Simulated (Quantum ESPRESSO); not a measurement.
Relaxation of cell and atoms, with input and output: Sr$_{2}$O (part 2 of 2)

Sr$_{2}$O (6 atoms in the cell); Kohn-Sham DFT of a periodic cell, LDA, SSSP 1.3 efficiency PBE, no spin polarisation (Quantum ESPRESSO 7.5); cutoff 748.31 eV, 4×4×3 k-mesh, fermi-dirac of 0.05 eV. The structure was built on a prototype by a generator; it need not be a known phase.

Geometry of the input (Å; fractional positions):
```
4.2757  0.0000  0.0000
-2.1379  3.7029  0.0000
0.0000  0.0000  5.8038
Sr 0.6667  0.3333  0.2500
Sr 0.3333  0.6667  0.7500
Sr 0.0000  0.0000  0.0000
Sr 0.0000  0.0000  0.5000
O  0.0000  0.0000  0.2500
O  0.0000  0.0000  0.7500
```

Log, continued
```
     Computing stress (Cartesian axis) and pressure

     negative rho (up, down):  2.420E-01 0.000E+00
          total   stress  (Ry/bohr**3)                   (kbar)     P=     1508.15
   0.00229265  -0.00000000   0.00000000          337.26       -0.00        0.00
  -0.00000000   0.00229265  -0.00000000           -0.00      337.26       -0.00
   0.00000000   0.00000000   0.02617126            0.00        0.00     3849.93

     BFGS Geometry Optimization
     Energy error            =      2.1E-01 Ry
     Gradient error          =      3.6E-23 Ry/Bohr
     Cell gradient error     =      3.8E+03 kbar

     number of scf cycles    =   1
     number of bfgs steps    =   0

     enthalpy           new  =    -358.3267393730 Ry

     new trust radius        =       0.5000000000 bohr
     new conv_thr            =       0.0000000012 Ry

     new unit-cell volume =    694.41315 a.u.^3 (   102.90141 Ang^3 )
     density =      6.17212 g/cm^3

CELL_PARAMETERS (angstrom)
   4.313346009  -0.000000000   0.000000000
  -2.156673004   3.735467218   0.000000000
   0.000000000  -0.000000000   6.386488078

ATOMIC_POSITIONS (angstrom)
Sr               2.1566730260        1.2451557268        1.5966220196
Sr              -0.0000000216        2.4903114908        4.7898660587
Sr               0.0000000000        0.0000000000        0.0000000000
Sr              -0.0000000000        0.0000000000        3.1932440391
O               -0.0000000000       -0.0000000000        1.5966220196
O                0.0000000000       -0.0000000000        4.7898660587

     NEW-OLD atomic charge density approx. for the potential
     New effective cutoffs (rho, wfc):  431.29   53.95

     Check: negative core charge=   -0.000001

     negative rho (up, down):  2.466E-01 0.000E+00

     Self-consistent Calculation

[... 102 further cycles ...]
     iteration #  4     ecut=    55.00 Ry     beta= 0.50
     Davidson diagonalization with overlap
     ethr =  6.21E-05,  avg # of iterations =  5.2

     negative rho (up, down):  2.598E-01 0.000E+00

     total energy              =    -361.62783167 Ry
     estimated scf accuracy    <       0.00337540 Ry

     iteration #  5     ecut=    55.00 Ry     beta= 0.50
     Davidson diagonalization with overlap
     ethr =  6.49E-06,  avg # of iterations =  5.5

     negative rho (up, down):  2.602E-01 0.000E+00

     total energy              =    -361.62855160 Ry
     estimated scf accuracy    <       0.00016523 Ry

     iteration #  6     ecut=    55.00 Ry     beta= 0.50
     Davidson diagonalization with overlap
     ethr =  3.18E-07,  avg # of iterations =  3.1

     negative rho (up, down):  2.601E-01 0.000E+00

     total energy              =    -361.62858405 Ry
     estimated scf accuracy    <       0.00000369 Ry

     iteration #  7     ecut=    55.00 Ry     beta= 0.50
     Davidson diagonalization with overlap
     ethr =  7.09E-09,  avg # of iterations =  4.0

     negative rho (up, down):  2.601E-01 0.000E+00

     total energy              =    -361.62858548 Ry
     estimated scf accuracy    <       0.00000103 Ry

     iteration #  8     ecut=    55.00 Ry     beta= 0.50
     Davidson diagonalization with overlap
     ethr =  1.99E-09,  avg # of iterations =  3.1

     negative rho (up, down):  2.600E-01 0.000E+00

     total energy              =    -361.62858571 Ry
     estimated scf accuracy    <       0.00000021 Ry

     iteration #  9     ecut=    55.00 Ry     beta= 0.50
     Davidson diagonalization with overlap
     ethr =  4.02E-10,  avg # of iterations =  3.5

     negative rho (up, down):  2.600E-01 0.000E+00

     total energy              =    -361.62858578 Ry
     estimated scf accuracy    <       0.00000007 Ry

     iteration # 10     ecut=    55.00 Ry     beta= 0.50
     Davidson diagonalization with overlap
     ethr =  1.43E-10,  avg # of iterations =  2.4

     negative rho (up, down):  2.600E-01 0.000E+00

     total energy              =    -361.62858579 Ry
     estimated scf accuracy    <          1.4E-10 Ry

     iteration # 11     ecut=    55.00 Ry     beta= 0.50
     Davidson diagonalization with overlap
     ethr =  2.64E-13,  avg # of iterations =  5.4

     negative rho (up, down):  2.600E-01 0.000E+00

     total energy              =    -361.62858579 Ry
     estimated scf accuracy    <          1.5E-09 Ry

     iteration # 12     ecut=    55.00 Ry     beta= 0.50
     Davidson diagonalization with overlap
     ethr =  2.64E-13,  avg # of iterations =  4.0

     negative rho (up, down):  2.600E-01 0.000E+00

     total energy              =    -361.62858579 Ry
     estimated scf accuracy    <          2.3E-11 Ry

     iteration # 13     ecut=    55.00 Ry     beta= 0.50
     Davidson diagonalization with overlap
     ethr =  1.00E-13,  avg # of iterations =  1.5

     negative rho (up, down):  2.600E-01 0.000E+00

     End of self-consistent calculation

          k = 0.0000 0.0000 0.0000 (  6965 PWs)   bands (ev):

   -26.6601 -26.6254 -26.0742 -26.0450 -10.6350  -9.2784  -9.1949  -8.9425
    -8.8318  -8.8318  -8.7187  -8.7187  -8.2678  -8.2678  -8.1500  -8.1500
    -8.0931  -6.2747   4.1290   4.3063   4.3063   4.6359   4.6359   5.9008
     6.2807   7.4300   9.5766   9.9751   9.9751  11.3409  11.3409  11.3475
    12.0479  12.6165  12.6165  12.7600

          k =-0.0000-0.0000 0.1553 (  6899 PWs)   bands (ev):

   -26.6518 -26.6344 -26.0665 -26.0519 -10.4435  -9.9085  -8.9631  -8.9399
    -8.8075  -8.8075  -8.7518  -8.7518  -8.2335  -8.2335  -8.1754  -8.1754
    -7.5344  -6.6677   4.3837   4.3837   4.5481   4.5481   4.6235   5.6308
     6.2534   6.9032  10.1578  10.2127  10.2127  10.8333  10.8333  10.9569
    12.7606  12.7606  12.9076  12.9076

          k =-0.0000 0.2860 0.0000 (  6891 PWs)   bands (ev):

   -26.6372 -26.6169 -26.0686 -26.0565 -10.9441  -9.9057  -9.1743  -9.0643
    -8.9107  -8.7505  -8.5563  -8.2940  -8.2904  -8.2667  -8.1397  -8.1204
    -7.9117  -6.1900   4.0481   4.1676   4.4889   4.6082   4.9263   6.2110
     6.9810   8.0612   9.6423   9.7901  10.3864  10.5053  11.1810  11.5131
    12.0186  12.0719  13.1068  13.4670

          k =-0.0000 0.2860 0.1553 (  6887 PWs)   bands (ev):

   -26.6322 -26.6221 -26.0655 -26.0594 -10.7650 -10.2919  -9.0810  -9.0281
    -8.8778  -8.7998  -8.5754  -8.4550  -8.2387  -8.1751  -8.1558  -8.1363
    -7.4032  -6.5764   4.2408   4.4030   4.5576   4.6819   4.8404   5.6148
     7.1999   7.6915   9.7304   9.7750  10.6130  10.9760  11.1306  11.3526
    12.0572  12.4571  12.6713  13.1266

          k = 0.0000-0.5719-0.0000 (  6854 PWs)   bands (ev):

   -26.6124 -26.6090 -26.0691 -26.0630 -11.1893 -10.2556  -9.2384  -8.9805
    -8.9089  -8.7834  -8.5604  -8.4900  -8.3129  -8.1241  -8.0980  -8.0702
    -7.5755  -6.0995   3.9700   4.1868   4.5657   4.9341   5.2417   6.1541
     8.0798   8.5233   8.9859   9.9039  10.4759  10.5475  11.0519  11.5418
    11.6822  12.9954  13.3320  13.3854

          k = 0.0000-0.5719 0.1553 (  6882 PWs)   bands (ev):

   -26.6116 -26.6099 -26.0676 -26.0646 -11.0160 -10.5744  -9.1774  -9.0298
    -8.9413  -8.8462  -8.4176  -8.3261  -8.2456  -8.1760  -8.1569  -8.1417
    -7.2093  -6.4717   4.2750   4.4589   4.4927   5.0043   5.1575   5.5661
     8.1840   8.3804   9.2516   9.6413  10.6915  10.7473  10.7831  11.3363
    11.9331  12.3516  13.4006  13.5785

          k = 0.2477 0.4290 0.0000 (  6902 PWs)   bands (ev):

   -26.6130 -26.6085 -26.0691 -26.0630 -11.1803 -10.2386  -9.1492  -9.0477
    -8.9988  -8.9515  -8.4599  -8.3011  -8.2543  -8.2224  -8.1419  -8.1117
    -7.5285  -6.0945   3.9767   4.2647   4.4707   5.0120   5.1911   6.1596
     8.2464   8.7620   8.9472   9.3071  10.4628  10.6016  10.9438  11.0375
    11.7314  12.9105  13.0956  13.5678

          k = 0.2477 0.4290 0.1553 (  6870 PWs)   bands (ev):

   -26.6119 -26.6096 -26.0676 -26.0646 -11.0064 -10.5621  -9.1584  -9.1141
    -8.9222  -8.8726  -8.4129  -8.3506  -8.2928  -8.1649  -8.1188  -8.0906
    -7.1920  -6.4651   4.3262   4.4352   4.4955   5.0270   5.1222   5.5736
     8.3702   8.6090   9.1009   9.2504  10.2420  10.4720  11.1652  11.6462
    11.8227  11.9529  13.2647  13.5279

     the Fermi energy is     8.8489 ev

!    total energy              =    -361.62858579 Ry
     estimated scf accuracy    <          3.2E-12 Ry
     smearing contrib. (-TS)   =      -0.00101011 Ry
     internal energy E=F+TS    =    -361.62757568 Ry

     The total energy is F=E-TS. E is the sum of the following terms:
     one-electron contribution =    -104.26608032 Ry
     hartree contribution      =      72.79948343 Ry
     xc contribution           =     -87.25155219 Ry
     ewald contribution        =    -225.43525567 Ry
     one-center paw contrib.   =     -17.47417093 Ry

     convergence has been achieved in  13 iterations

     negative rho (up, down):  2.600E-01 0.000E+00

     Forces acting on atoms (cartesian axes, Ry/au):

     atom    1 type  1   force =    -0.00000000   -0.00000000    0.00000000
     atom    2 type  1   force =     0.00000000    0.00000000   -0.00000000
     atom    3 type  1   force =    -0.00000000    0.00000000    0.00000000
     atom    4 type  1   force =     0.00000000   -0.00000000   -0.00000000
     atom    5 type  2   force =    -0.00000000   -0.00000000    0.00000000
     atom    6 type  2   force =     0.00000000    0.00000000   -0.00000000

     Total force =     0.000000     Total SCF correction =     0.000000

     Computing stress (Cartesian axis) and pressure

     negative rho (up, down):  2.600E-01 0.000E+00
          total   stress  (Ry/bohr**3)                   (kbar)     P=       60.21
   0.00011132   0.00000000  -0.00000000           16.38        0.00       -0.00
  -0.00000000   0.00011132  -0.00000000           -0.00       16.38       -0.00
  -0.00000000  -0.00000000   0.00100532           -0.00       -0.00      147.89

=------------------------------------------------------------------------------=
   JOB DONE.
=------------------------------------------------------------------------------=
```

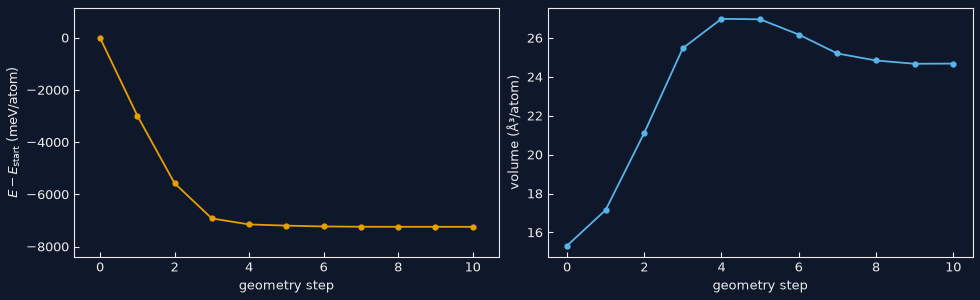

Fig. 1: Progress of the relaxation, step by step (steps are counted from 0).

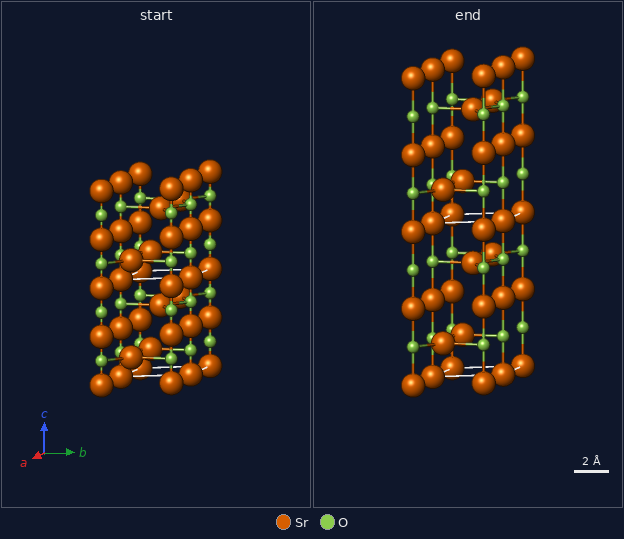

Fig. 2: Before (left) and after (right) the relaxation, at one scale (ball-and-stick view of the cell of the calculation, repeated 2 × 1 × 2, seen slightly off an axis). The atoms keep their places relative to the cell (all moves are under 0.005 Å). The drawn cell changes as follows: a = b 4.276 → 4.316 Å (+0.9 %), c 5.804 → 9.179 Å (+58.1 %); the volume changes by +61.1 %. Among the contacts that change: Sr3–O5 1.451 → 2.295 Å, Sr1–O5 2.469 → 2.492 Å. The space group stays P6_3/mmc (No. 194). After 10 geometry steps the energy has fallen by 7244 meV per atom. All forces vanish by symmetry, so only the cell relaxes. (Atoms are counted from 1 in the order of the input.)

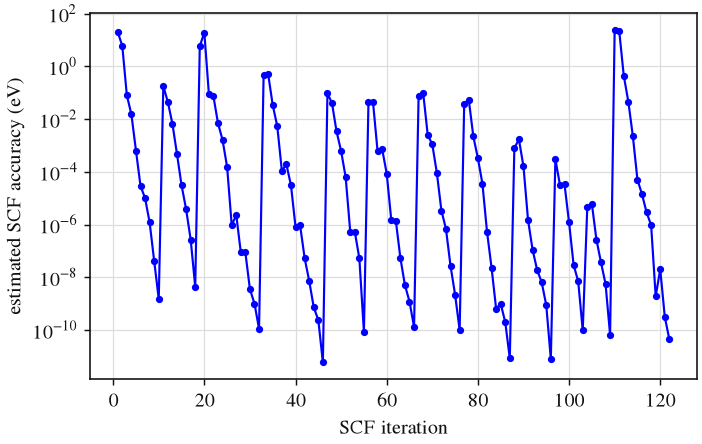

Fig. 3: Convergence of the self-consistent field: estimated SCF accuracy against the iteration. The field takes 122 iterations in all.

Summary

- outcome: converged
- space group (tolerance 0.01 Å): P6₃/mmc (194)
- electrons treated: 52
- free energy: −4920.2076 eV
- Fermi energy: 8.849 eV
- gap on the k-point mesh: 0.19 eV
- pressure: 6.02 GPa
- final volume: 148.08 Å³
- largest force (length of the vector) at the end: under 0.001 eV/Å
- final cell: a = 4.316 Å, b = 4.316 Å, c = 9.179 Å, α = 90.00°, β = 90.00°, γ = 120.00°
- hardware: 1 thread of Intel Xeon @ 2.90GHz (Ice Lake), 16 GiB of memory available, shared host
- wall time: 5.8 min
- peak memory: 0.66 GiB

Notes

Further notes kept with the run: potentials made for another functional. Notes on the run: negative rho. Points of doubt noted for this run: potentials made for another functional.
